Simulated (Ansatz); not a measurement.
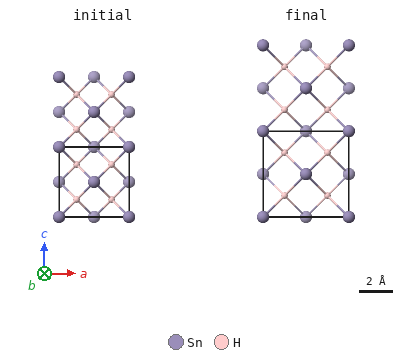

The structure of a crystal of SnH2 (a generated structure, set up in Fm-3m) (coarse preliminary run) before (left) and after (right) a relaxation, at one scale.

The picture is a ball-and-stick view of the conventional cell (4 times the calculation's cell), repeated 1 × 1 × 2 with one cell outlined, seen along the b axis. Lengths and directions refer to the drawn axes.

Case: Zr → Sn on all its sites, cell and atoms relaxed.

Theory: Ansatz, DFT PBE, scalar-relativistic, plane waves, PAW. Settings: plane-wave cutoff 420 eV; k-point mesh 8 × 8 × 8; occupations gaussian; smearing width 0.1 eV; no spin polarisation; cell and atoms relaxed; force threshold 0.05 eV/Å; at most 60 steps.

Describe what moved and what it gained.

Answer. No atom moves by more than 0.005 Å relative to the cell. The drawn cell changes as follows: a = b = c 4.359 → 5.346 Å (+22.6 %); the volume changes by +84.5 %. Near-neighbour distances that change, for instance: H–Sn 1.887 → 2.315 Å. The space group stays Fm-3m (No. 225). Over 7 accepted moves (9 points after the start) the energy falls by 3.386 eV per cell of the calculation. All forces vanish by symmetry, so only the cell relaxes. The pressure goes from 104.26 to 0.09 GPa. At 2 points the geometry stayed and the basis and grid were re-selected for the new cell (energy shift of 0.118 eV per cell of the calculation at most each time). The run took about 5 core-seconds on a shared host.
